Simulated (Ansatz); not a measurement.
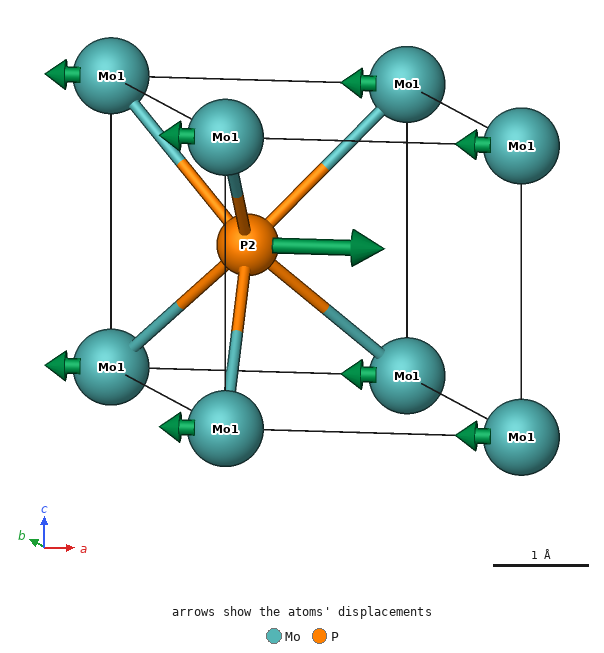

One vibrational mode of crystalline MoP relaxed at 20 GPa at the zone centre. The green arrows give the relative displacements of the atoms. Style: ball-and-stick. Shown: the cell of the calculation, slightly off an axis.

Computed with Ansatz, DFT PBE, scalar-relativistic, plane waves, PAW. (plane-wave cutoff 420 eV; k-point mesh 18 × 18 × 14; occupations fermi dirac; smearing width 0.15 eV; target pressure 20 GPa; no spin polarisation)

The frequencies depend somewhat on the k-mesh and the smearing.

Give the symmetry, activity and frequency of this mode.

Answer. This is the E′ mode (doubly degenerate; one member of the set is drawn) at 440 cm⁻¹, the lowest optical level, infrared- and Raman-active by symmetry. The P sublattice moves against the Mo sublattice, along a; the kinetic energy is shared as P 76 %, Mo 24 %. The crystal is a metal, so free carriers screen the infrared response.
